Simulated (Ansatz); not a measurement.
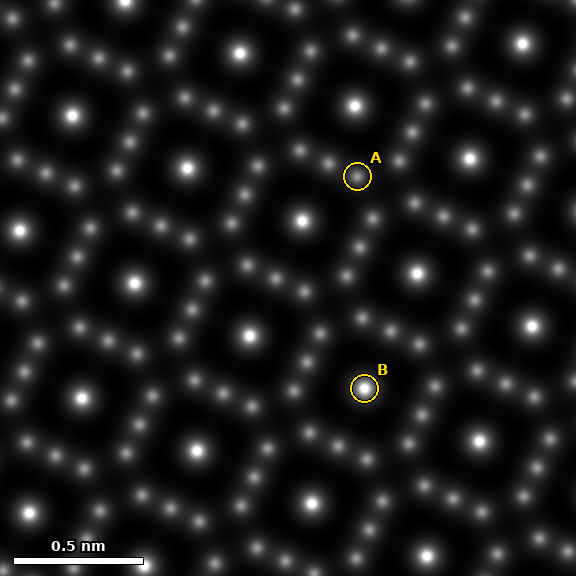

Projected-potential map of Si (Pm-3n, No. 223) along [001]. Computed as the sum of neutral-atom potentials (tabulated electron scattering factors, B = 0.3 Å²) projected along the beam and smoothed by 0.25 Å; brighter is more positive. Atomic positions: the input geometry of an electronic-structure calculation (not necessarily at equilibrium); the starting structure was generated, so it need not be a known form of this composition.

```
CELL_PARAMETERS angstrom
4.91451 0.00000 0.00000
0.00000 4.91451 0.00000
0.00000 0.00000 4.91451
ATOMIC_POSITIONS crystal
Si 0.00000 0.00000 0.00000
Si 0.50000 0.50000 0.50000
Si 0.25000 0.00000 0.50000
Si 0.75000 0.00000 0.50000
Si 0.50000 0.25000 0.00000
Si 0.50000 0.75000 0.00000
Si 0.00000 0.50000 0.25000
Si 0.00000 0.50000 0.75000
```

### Which atoms make up the marked columns?

A: Si (1 Si per 4.91 Å along the beam; about 50 % of the brightest peak). B: Si (2 Si per 4.91 Å along the beam; the brightest kind). Brightness is counted from the darkest point of the image.
